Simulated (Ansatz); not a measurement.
# Hf8Si7O32 (cell charge −2, with a compensating background) (cell with a defect): what the fields show

Input file:

```
crystal:
  lattice:
    - [0.0, 6.6454904175, -6.014447552]
    - [-6.6454904175, 0.0, 6.014447552]
    - [6.6454904175, 0.0, 6.014447552]
  atoms:
    - { symbol: Hf, position: [0.5, 0.375, 0.375] }
    - { symbol: Hf, position: [0.0, 0.1160011631, 0.6160011631] }
    - { symbol: Hf, position: [0.5, 0.875, 0.875] }
    - { symbol: Hf, position: [0.0, 0.6339988369, 0.1339988369] }
    - { symbol: Hf, position: [0.4958670267, 0.2494953401, 0.7494953401] }
    - { symbol: Hf, position: [0.0, -0.0036283134, 0.0005046599] }
    - { symbol: Hf, position: [0.5041329733, 0.7536283134, 0.2536283134] }
    - { symbol: Hf, position: [0.0, 0.5005046599, 0.4963716866] }
    - { symbol: Si, position: [0.5, 0.625, 0.625] }
    - { symbol: Si, position: [1.0, 0.375, 0.875] }
    - { symbol: Si, position: [0.5, 0.125, 0.125] }
    - { symbol: Si, position: [0.4964629387, 0.0002954769, 0.5002954769] }
    - { symbol: Si, position: [0.0, 0.7497045231, 0.7461674618] }
    - { symbol: Si, position: [0.5035370613, 0.5038325382, 0.0038325382] }
    - { symbol: Si, position: [0.0, 0.2461674618, 0.2497045231] }
    - { symbol: O, position: [0.3190281532, 0.8183633773, 0.3183633773] }
    - { symbol: O, position: [0.8144272883, 0.5676828021, 0.5642188743] }
    - { symbol: O, position: [0.3153487849, 0.3228647169, 0.8228647169] }
    - { symbol: O, position: [0.8144272883, 0.0642188743, 0.0676828021] }
    - { symbol: O, position: [0.0, 0.6724128618, 0.3682761356] }
    - { symbol: O, position: [0.5039528566, 0.4452602486, 0.6280015488] }
    - { symbol: O, position: [0.0, 0.1926820422, 0.8787002046] }
    - { symbol: O, position: [0.4960471434, 0.9413073919, 0.1240486922] }
    - { symbol: O, position: [0.1855727117, 0.2497915861, 0.2532555139] }
    - { symbol: O, position: [0.6846512151, 0.007515932, 0.507515932] }
    - { symbol: O, position: [0.1855727117, 0.7532555139, 0.7497915861] }
    - { symbol: O, position: [0.6809718468, 0.4993352241, -0.0006647759] }
    - { symbol: O, position: [0.0, 0.8682761356, 0.1724128618] }
    - { symbol: O, position: [0.4960471434, 0.6240486922, 0.4413073919] }
    - { symbol: O, position: [1.0, 0.3787002046, 0.6926820422] }
    - { symbol: O, position: [0.5039528566, 0.1280015488, 0.9452602486] }
    - { symbol: O, position: [0.1958632738, 0.0775871382, 0.5775871382] }
    - { symbol: O, position: [0.6827413002, 0.8086926081, 0.8047397514] }
    - { symbol: O, position: [0.1860181624, 0.5573179578, 0.0573179578] }
    - { symbol: O, position: [0.6827413002, 0.3047397514, 0.3086926081] }
    - { symbol: O, position: [1.0, 0.2506647759, 0.4316366227] }
    - { symbol: O, position: [0.4965360722, 0.9967444861, 0.6823171979] }
    - { symbol: O, position: [1.0, 0.742484068, 0.9271352831] }
    - { symbol: O, position: [0.5034639278, 0.5002084139, 0.1857811257] }
    - { symbol: O, position: [0.8041367262, 0.8817238644, 0.3817238644] }
    - { symbol: O, position: [0.3172586998, 0.6219984512, 0.6259513078] }
    - { symbol: O, position: [0.8139818376, 0.3712997954, 0.8712997954] }
    - { symbol: O, position: [0.3172586998, 0.1259513078, 0.1219984512] }
    - { symbol: O, position: [0.4965360722, 0.1823171979, 0.4967444861] }
    - { symbol: O, position: [0.0, 0.9316366227, 0.7506647759] }
    - { symbol: O, position: [0.5034639278, 0.6857811257, 1.0002084139] }
    - { symbol: O, position: [0.0, 0.4271352831, 0.242484068] }
  host:
    lattice:
      - [-3.3227452087, 3.3227452087, 3.007223776]
      - [3.3227452087, -3.3227452087, 3.007223776]
      - [3.3227452087, 3.3227452087, -3.007223776]
    atoms:
      - { symbol: Hf, position: [0.75, 0.25, 0.5] }
      - { symbol: Hf, position: [0.0, 0.0, 0.0] }
      - { symbol: Si, position: [0.25, 0.75, 0.5] }
      - { symbol: Si, position: [0.5, 0.5, 0.0] }
      - { symbol: O, position: [0.1347369476, 0.3189317719, 0.8158051757] }
      - { symbol: O, position: [0.0689317719, 0.7531265962, 0.6841948243] }
      - { symbol: O, position: [0.5031265962, 0.3189317719, 0.1841948243] }
      - { symbol: O, position: [0.0689317719, 0.3847369476, 0.3158051757] }
      - { symbol: O, position: [0.6152630524, 0.9310682281, 0.6841948243] }
      - { symbol: O, position: [0.6810682281, 0.8652630524, 0.1841948243] }
      - { symbol: O, position: [0.2468734038, 0.9310682281, 0.3158051757] }
      - { symbol: O, position: [0.6810682281, 0.4968734038, 0.8158051757] }
total_charge: -2
basis:
  ecutwfc: 420
  xc_grid: 2
kpoints:
  mp_grid: { grid: [2, 2, 2], shift: [0.5, 0.5, 0.5] }
hamiltonian:
  xc: pbe
scf:
  occupations: { method: gaussian, width: 0.01 }
output:
  forces: true
  stress: false
  eigenvalues: true
  charged_corrections:
    defect_position: [1.0, 0.875, 0.375]
    epsilon: [[12.6905, 0.0, 0.0], [0.0, 12.6905, 0.0], [0.0, 0.0, 12.4803]]
  write_density: true
  write_potential: true
  elf: true
  volumetric_format: npy
relax:
  adjacent_minimum: "off"
  f_tol: 0.025
  max_steps: 45
```

Command:

```sh
ansatz run input.yaml --threads 4 --pin off --max-ram 10240MiB --backend cpu --events-out ev --progress --plain --runs-dir out
```

The fields are those of the run's last geometry, not of the input's.

Theory: Ansatz, DFT PBE, scalar-relativistic, plane waves, PAW.

Core electrons are frozen (PAW), and the valence fields are smoothed inside the atomic spheres.

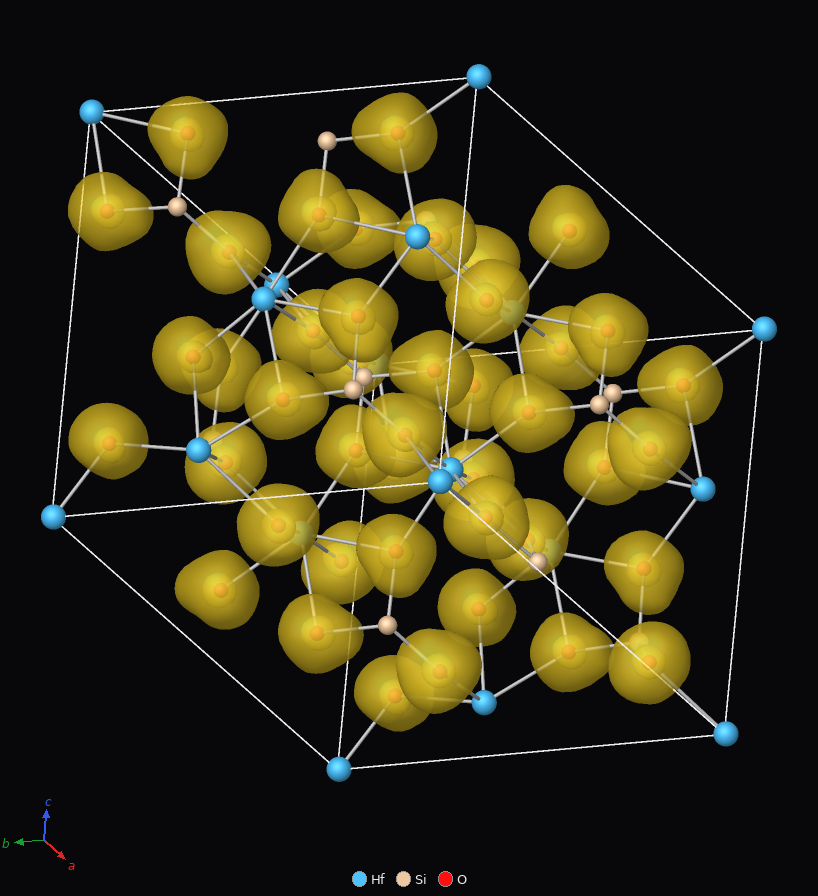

Figure 1. Isosurface of the ELF at 0.7 (yellow), seen at an oblique angle. Core shells and regions of very low density are left out. Sticks mark near contacts.

> Where are the electrons localised?

The surface consists of 28 regions on O in which the atom's valence shell and bonds are merged and four regions wrapped around O (the valence shell of each), counted in one cell of 47 atoms. Any copies at cell faces, edges or corners count once.


Si–O (1.63 Å): the ELF peaks at about 0.85 between the atoms. Hf–O (2.00 Å): the ELF peaks at about 0.80 in the valence shell of O, 0.6 Å from its nucleus, and drops to about 0.25 between the two atoms; no shared electron pair shows on this line.

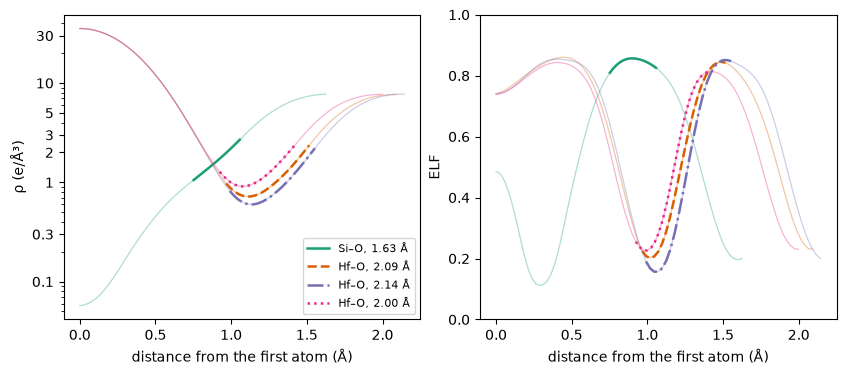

Figure 2. Valence charge density (pseudo) and ELF along straight lines between neighbouring atoms. Thin, pale parts lie inside the atomic spheres.

> Compare the contacts.

Si–O (1.63 Å): ρ is about 1.3 e/Å³ halfway; the ELF peaks at about 0.85 between the atoms.
Hf–O (2.09 Å): the density is about 0.77 e/Å³ at the midpoint; the ELF peaks at about 0.85 in the valence shell of O, 0.6 Å from its nucleus, and drops to about 0.20 between the two atoms; no localised pair shows between them.
Hf–O (2.14 Å): the density is about 0.63 e/Å³ at the midpoint; the ELF peaks at about 0.85 in the valence shell of O, 0.6 Å from its nucleus, and drops to about 0.15 between the two atoms; no localised pair shows between them.
Hf–O (2.00 Å): ρ at the midpoint is about 0.99 e/Å³; the ELF peaks at about 0.80 in the valence shell of O, 0.6 Å from its nucleus, and drops to about 0.25 between the two atoms: no localised pair shows between them.

> Does the calculation give a band gap?

It is metallic or semimetallic at this level of theory: no gap opens.
